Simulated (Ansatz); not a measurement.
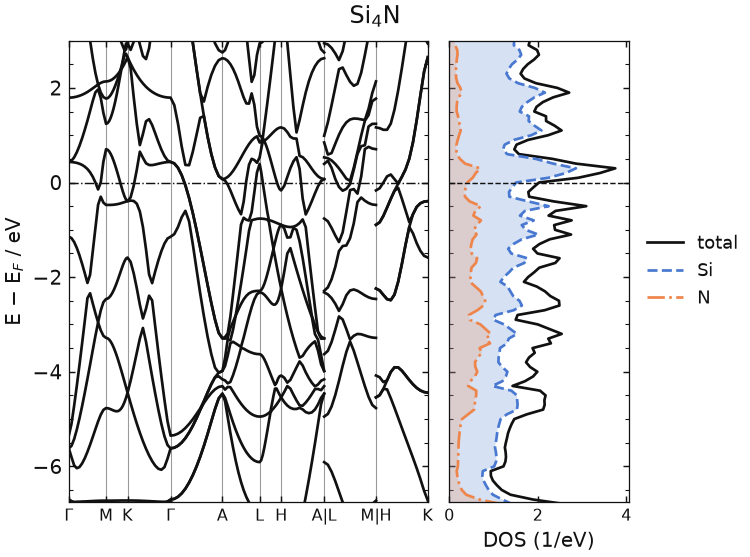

Band structure and density of states. Energies are counted from the Fermi level. The partial curves are projected on Löwdin-orthogonalised atomic shells.

**Which Bravais lattice do the labels of the path belong to?**

A hexagonal (primitive) lattice: the path Γ–M–K–Γ–A–L–H–A|L–M|H–K runs through the special points of its Brillouin zone.

System: Si$_{4}$N, space group P6/mmm (No. 191), 5 atoms in the cell.

```
Si N
1.0
     5.25724    0.00000    0.00000
    -2.62862    4.55291    0.00000
     0.00000    0.00000    3.27316
Si N
4 1
Direct
  0.50000 0.00000 0.00000
  0.00000 0.50000 0.00000
  0.50000 0.50000 0.00000
  0.00000 0.00000 0.00000
  0.00000 0.00000 0.50000
```

Method: DFT PBE, scalar-relativistic, plane waves, PAW, no spin polarisation, 12×12×12 k mesh, Gaussian smearing of 0.1 eV (Ansatz).

**Metal, semiconductor or insulator?**

A metal: 3 bands cross the Fermi level along this path.

**Which states dominate at the Fermi level?**

By projected weight, the states within 0.3 eV of the Fermi level are Si (80 %) and N (20 %).

**On which lines of the path do bands cross the Fermi level?**

Bands cross the Fermi level on every line of the path.

**Which levels at M lie nearest to the Fermi level?**

At M the nearest levels lie 0.47 eV below and 0.70 eV above the Fermi level.

The structure is an invented one, so it need not be a known or stable phase. The electron count is odd and the run has no spin polarisation, so a magnetic state may lie lower.
